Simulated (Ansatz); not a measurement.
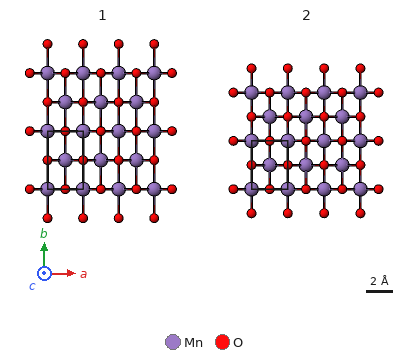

Two geometries of solid MnO$_{2}$ (set up in Pmmn) (coarse preliminary run), drawn at one scale. One is the start of a relaxation, the other its converged end. Style: ball-and-stick. Shown: the cell of the calculation, repeated 3 × 2 × 1 with one cell outlined, along the c axis.

The calculation used DFT PBE+U+D3(BJ), scalar-relativistic, plane waves, PAW (Ansatz 0.2.0). (plane-wave cutoff 420 eV; k-point mesh 6 × 4 × 4; occupations gaussian; smearing width 0.1 eV; U Mn 3.9 eV; collinear spin; cell and atoms relaxed; force threshold 0.0325 eV/Å; at most 70 steps)

Q: Which geometry has the lower energy?

A: Structure 2 is the relaxed one. Case: 2 of 2 Li taken out, relaxed. After 7 accepted moves (10 points after the start) the energy has fallen by 1.201 eV per cell of the calculation. The largest force component goes from 1.6 to 0.008 eV/Å. The pressure goes from −8.20 to 0.00 GPa. The line search rejected the trial step at point 4 of the run. The SCF was repeated twice at an unchanged geometry on a basis and grid sized afresh for the cell, which shifted the energy by 9.7 meV per cell of the calculation at most. The largest moves relative to the cell, 0.16 Å, are those of Mn atoms. By element the largest moves are Mn 0.16 Å, O 0.11 Å. The volume changes by −13.6 %, with a 2.836 → 2.896 Å (+2.1 %), b 4.631 → 3.854 Å (−16.8 %), c 5.734 → 5.829 Å (+1.6 %). Among the contacts that change: Mn–O 2.326 → 1.989 Å, Mn–O 1.923 → 1.826 Å, Mn–O 1.967 → 2.039 Å. Bond angles that change, for instance: O–Mn–O 169.0° → 151.4°, Mn–O–Mn 169.0° → 151.4°, O–Mn–O 95.1° → 104.9°. The space group stays Pmmn (No. 59).
